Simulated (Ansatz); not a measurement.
PbSe

Input file:

```
crystal:
  lattice:
    - [12.4695805019, 0.0, 0.0]
    - [0.0, 4.3907204938, 0.0]
    - [0.0, 0.0, 4.3920941058]
  atoms:
    - { symbol: Pb, position: [0.8750325508, 0.75, 0.7493923945] }
    - { symbol: Pb, position: [0.3750325508, 0.75, 0.7506076055] }
    - { symbol: Pb, position: [0.1249674492, 0.25, 0.2506076055] }
    - { symbol: Pb, position: [0.6249674492, 0.25, 0.2493923945] }
    - { symbol: Se, position: [0.6250004372, 0.75, 0.7496416908] }
    - { symbol: Se, position: [0.1250004372, 0.75, 0.7503583092] }
    - { symbol: Se, position: [0.3749995628, 0.25, 0.2503583092] }
    - { symbol: Se, position: [0.8749995628, 0.25, 0.2496416908] }
basis:
  ecutwfc: 420
kpoints:
  mp_grid: { grid: [4, 8, 8] }
hamiltonian:
  xc: pbe
scf:
  occupations: { method: gaussian, width: 0.02 }
output:
  forces: true
  stress: true
  eigenvalues: true
  write_density: true
  write_potential: true
  elf: true
  volumetric_format: npy
relax:
  adjacent_minimum: "off"
  f_tol: 0.005
  max_steps: 80
  cell: { stress_tol: 0.05 }
```

Command:

```sh
ansatz run input.yaml --threads 4 --pin off --max-ram 9216MiB --backend cpu --events-out ev --progress --plain --runs-dir out
```

The fields are those of the relaxed geometry.

Space group Fm-3m; a structure from a database of computed crystals, not necessarily the ambient phase.

Level of theory: DFT PBE, scalar-relativistic, plane waves, PAW (Ansatz).

In a PAW calculation such maps are meaningful between the atoms, not at the nuclei.

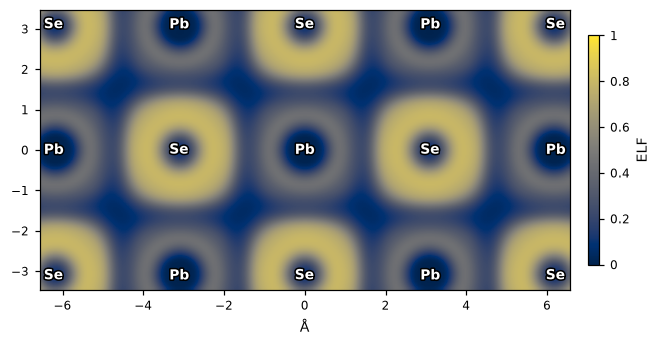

Figure 1. Electron localisation function on the (011̄) plane of the calculation cell.

Question: Read the bonding off the picture.

Answer:
- The plane passes through Pb and Se nuclei.
- Pb–Se (3.11 Å): the ELF is about 0.30 at the midpoint.

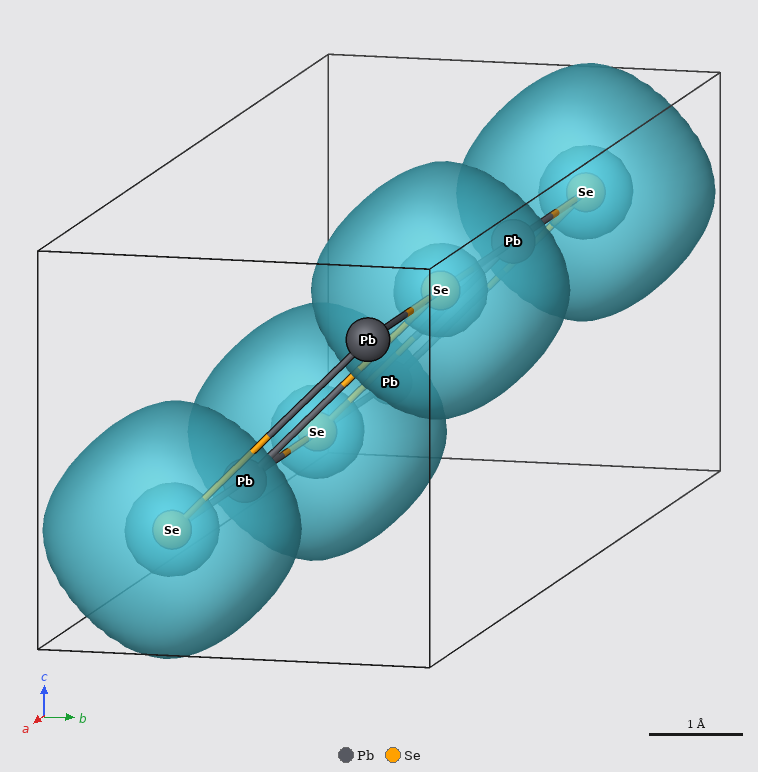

Figure 2. Isosurface of the electron localisation function at 0.6 (cyan), seen slightly off an axis. Only the valence region is drawn (cores and ρ < 0.01 e/Å³ removed). Sticks mark near contacts.

Question: Identify the bonds, lone pairs and shells in this picture.

Answer: The surface consists of four regions wrapped around Se (the valence shell of each), counted in one cell of 8 atoms. Regions shared between cells count once.

Question: Metal or insulator at this level of theory?

Answer: It is gapped, with a Kohn–Sham gap of 0.43 eV on the k-point mesh, an upper bound to the gap of this method.
